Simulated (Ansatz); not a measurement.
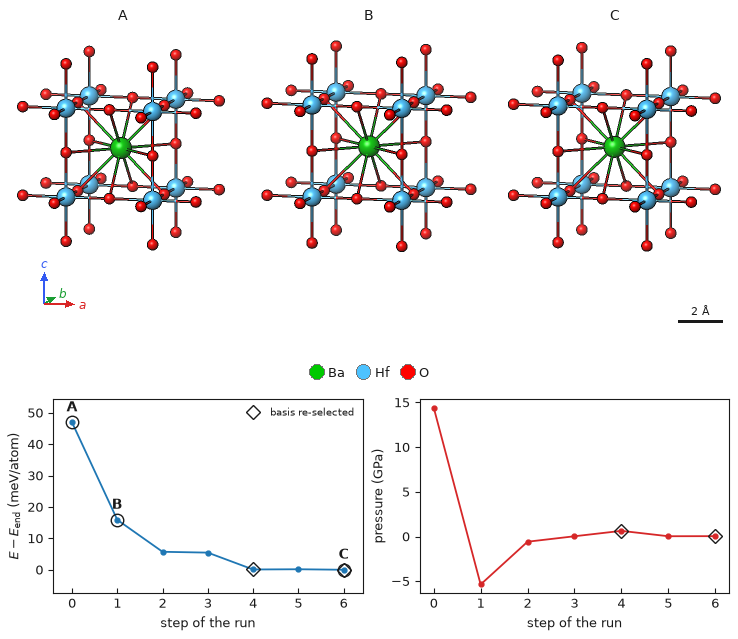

Frames of a relaxation of crystalline BaHfO$_{3}$ (a generated structure, set up in Pm-3m) (coarse preliminary run), marked on the history of the run. A ball-and-stick model of the cell of the calculation, seen slightly off an axis.

Case: Ti → Hf on all its sites, cell and atoms relaxed.

The calculation used DFT PBE, scalar-relativistic, plane waves, PAW in Ansatz.

The input:
```yaml
crystal:
  lattice:
    - [4.0979897289, 0.0, 0.0]
    - [0.0, 4.0979897289, 0.0]
    - [0.0, 0.0, 4.0979897289]
  atoms:
    - { symbol: Ba, position: [0.5, 0.5, 0.5] }
    - { symbol: Hf, position: [0.0, 0.0, 0.0] }
    - { symbol: O, position: [0.5, 0.0, 0.0] }
    - { symbol: O, position: [0.0, 0.5, 0.0] }
    - { symbol: O, position: [0.0, 0.0, 0.5] }
basis:
  ecutwfc: 420
kpoints:
  mp_grid: { grid: [6, 6, 6] }
hamiltonian:
  xc: pbe
scf:
  occupations: { method: gaussian, width: 0.1 }
output:
  forces: true
  stress: true
  eigenvalues: true
relax:
  adjacent_minimum: "off"
  f_tol: 0.05
  max_steps: 60
  cell: { stress_tol: 0.5 }
```

Launched with:
```bash
ansatz run input.yaml --threads 1 --pin off --max-ram 2560MiB --backend cpu --events-out ev --progress --plain --runs-dir out
```

What happens along the run?

Answer. No atom moves by more than 0.005 Å relative to the cell. Cell: a = b = c 4.098 → 4.206 Å (+2.6 %). Volume +8.1 %. Among the contacts that change: Ba1–Hf2 3.549 → 3.642 Å, Ba1–O3 2.898 → 2.974 Å, Hf2–O3 2.049 → 2.103 Å. The space group stays Pm-3m (No. 221). After 4 accepted moves (6 points after the start) the energy has fallen by 46.9 meV per atom. All forces vanish by symmetry, so only the cell relaxes. The pressure goes from 14.42 to 0.04 GPa. The SCF was repeated twice at an unchanged geometry on a basis and grid sized afresh for the cell, which shifted the energy by 5.4 meV per atom at most. Cost: 24 s on 1 thread of Oxide Virtual Turin-like Processor (Zen 5), on a shared host, peak memory 0.44 GiB. From step 0 to 1: volume +11.4 %, energy −31.0 meV per atom. From step 1 to 6: volume −3.0 %, energy −15.9 meV per atom.

| step | E − E(0), meV/atom | pressure, GPa | volume, Å³/atom | note |
| --- | --- | --- | --- | --- |
| 0 | 0.00 | 14.42 | 13.764 |  |
| 1 | -31.03 | -5.37 | 15.340 |  |
| 2 | -41.21 | -0.58 | 14.877 |  |
| 3 | -41.47 | 0.03 | 14.823 |  |
| 4 | -46.84 | 0.63 | 14.823 | same geometry, new basis |
| 5 | -46.77 | 0.03 | 14.879 |  |
| 6 | -46.93 | 0.04 | 14.879 | same geometry, new basis |
